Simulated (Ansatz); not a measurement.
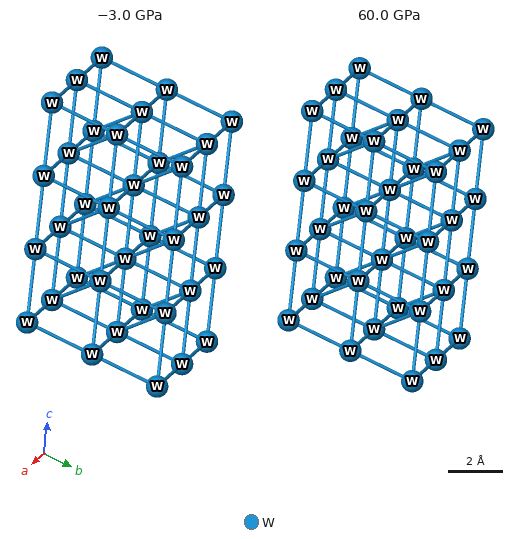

A crystal of W (set up in Im-3m), relaxed (cell and atoms) at several target pressures. The picture shows the first and the last member. A ball-and-stick model of the cell of the calculation, repeated 2 × 2 × 3 with one cell outlined, seen slightly off an axis.

Computed with Ansatz 0.2.0: DFT r2SCAN, scalar-relativistic, plane waves, PAW. Set-up: plane-wave cutoff 500 eV; k-point mesh 18 × 18 × 18 at −3.0 to 30.0, 20 × 20 × 20 at 60.0 GPa; occupations gaussian; smearing width 0.1 eV; no spin polarisation; cell and atoms relaxed; force threshold 0.008 eV/Å.

```tsv
pressure (GPa)	volume (Å³/atom)	a (Å)
−3.0	16.057	2.753
0.0	15.903	2.744
3.0	15.757	2.735
8.0	15.530	2.722
15.0	?	?
30.0	14.695	2.673
60.0	13.819	2.618
```

### One row is withheld. What does the calculation give there?

Murnaghan's form V = V₀(1 + B′P/B₀)^(−1/B′), with V₀ = 15.903 Å³ from the row at zero pressure, fits the other rows with B₀ = 325 GPa and B′ = 3.74 (largest miss 0.004 Å³). At 15.0 GPa it gives 15.903 × (1 + 3.74 × 15.0/325)^(−1/3.74) = 15.240 Å³ per atom. The calculation gives 15.238 Å³/atom (a = 2.705 Å). The estimate is 0.002 Å³/atom too high. From the first member to the last: W–W 3.179 → 3.023 Å, W–W 2.753 → 2.618 Å.

The whole series:

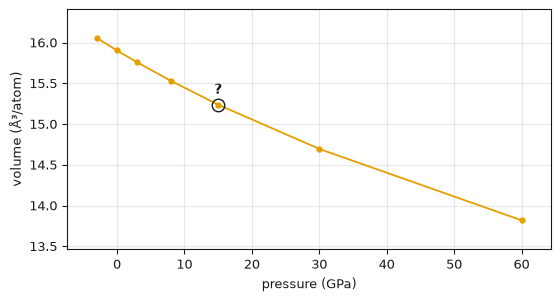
